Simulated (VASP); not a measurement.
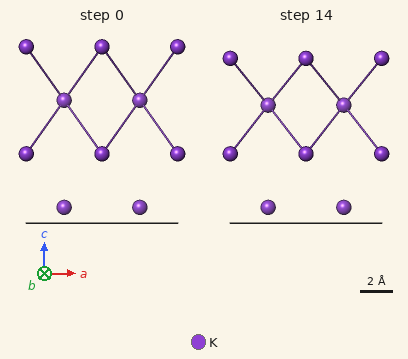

The structure of a slab of composition K before (left) and after (right) a relaxation, at one scale.

The picture is a ball-and-stick view of the 2 × 1 repeat of the cell, outlined in the plane, without the vacuum, seen along the b axis.

The run lets the atoms move in a fixed cell. 2 atoms are held fixed.

Theory: Kohn-Sham DFT of a periodic cell, LDA, VASP PAW LDA potentials, recommended in VASP.

Input file:
```
SYSTEM = K
PREC = Accurate ; ENCUT = 520
EDIFF = 1E-6 ; ISMEAR = -1
SIGMA = 0.05 ; LREAL = .False.
LASPH = .True. ; NELM = 80
ALGO = Fast ; ISIF = 2
LWAVE = .False. ; LCHARG = .False.
LDIPOL = .True. ; IDIPOL = 3
DIPOL = 0.5 0.5 0.500 ; GGA = CA
IBRION = 2 ; NSW = 60
EDIFFG = -0.005
```

Run as
```bash
cat potpaw_LDA.64/K_sv/POTCAR > POTCAR
mpirun -np 1 vasp_std > vasp.out
```

**Summarise the run.**

The energy falls by 36.4 meV per cell of the calculation in 14 geometry steps. The largest force component goes from 0.11 to 0.1 eV/Å. A K atom moves most: 0.73 Å along the normal (−c). The cell doesn't change. Near-neighbour distances that change, for instance: K–K 4.797 → 4.506 Å, K–K 4.797 → 4.585 Å. Among the angles between lasting bonds that change: K–K–K 90.0° → 97.7°, K–K–K 90.0° → 95.4°, K–K–K 60.0° → 64.3°.
